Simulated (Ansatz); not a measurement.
System: FeO, space group Fm-3m (No. 225).

Starting cell:
```cif
data_structure
_symmetry_space_group_name_H-M 'P 1'
_symmetry_Int_Tables_number 1
_cell_length_a 3.0469
_cell_length_b 3.0469
_cell_length_c 3.0469
_cell_angle_alpha 59.990
_cell_angle_beta 59.990
_cell_angle_gamma 59.990
_cell_volume 20.00
loop_
_atom_site_label
_atom_site_type_symbol
_atom_site_fract_x
_atom_site_fract_y
_atom_site_fract_z
_atom_site_occupancy
Fe1 Fe 0.00000 0.00000 0.00000 1
O1 O 0.50000 0.50000 0.50000 1
```

Calculation (Ansatz 0.2.0): third-order Birch-Murnaghan fit to density functional energies at scaled volumes of the given relaxed cell, shape and atoms relaxed at each volume; energies count from the fitted minimum; plane waves with PAW datasets, Γ-centred k mesh. Level: PBE, collinear spin. The state reached is ferromagnetic.

wave cutoff 420 eV; k mesh 18×18×18; occupations Gaussian; smearing width 0.1 eV.

Predict the energy above the minimum, pressure and largest moment against volume. The volume takes the values 9.399, 9.699, 9.999, 10.299, 10.599 Å³/atom.

A third-order Birch–Murnaghan fit gives V0 = 10.00 Å³/atom, B0 = 185 GPa and B′ = 4.5. The energy above the minimum is 23.2 meV/atom at volume 9.399 Å³/atom and 18.8 meV/atom at 10.599 Å³/atom; the lowest computed point is at volume 9.999 Å³/atom (0.0 meV/atom), and no other minimum shows. The pressure falls from 13.18 GPa at volume 9.399 Å³/atom to −9.43 GPa at 10.599 Å³/atom, and changes sign near 10.00 Å³/atom. The largest moment rises from 3.42 μB at volume 9.399 Å³/atom to 3.48 μB at 10.599 Å³/atom.

| volume (Å³/atom) | energy above the minimum (meV/atom) | pressure (GPa) | largest moment (μB) |
| --- | --- | --- | --- |
| 9.399 | 23.2 | 13.18 | 3.42 |
| 9.699 | 5.4 | 6.05 | 3.44 |
| 9.999 | 0.0 | 0.00 | 3.45 |
| 10.299 | 5.0 | −5.12 | 3.46 |
| 10.599 | 18.8 | −9.43 | 3.48 |

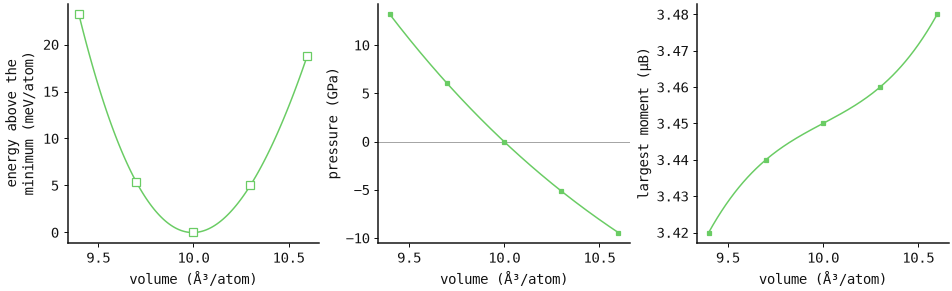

Note: another magnetic order may lie lower.
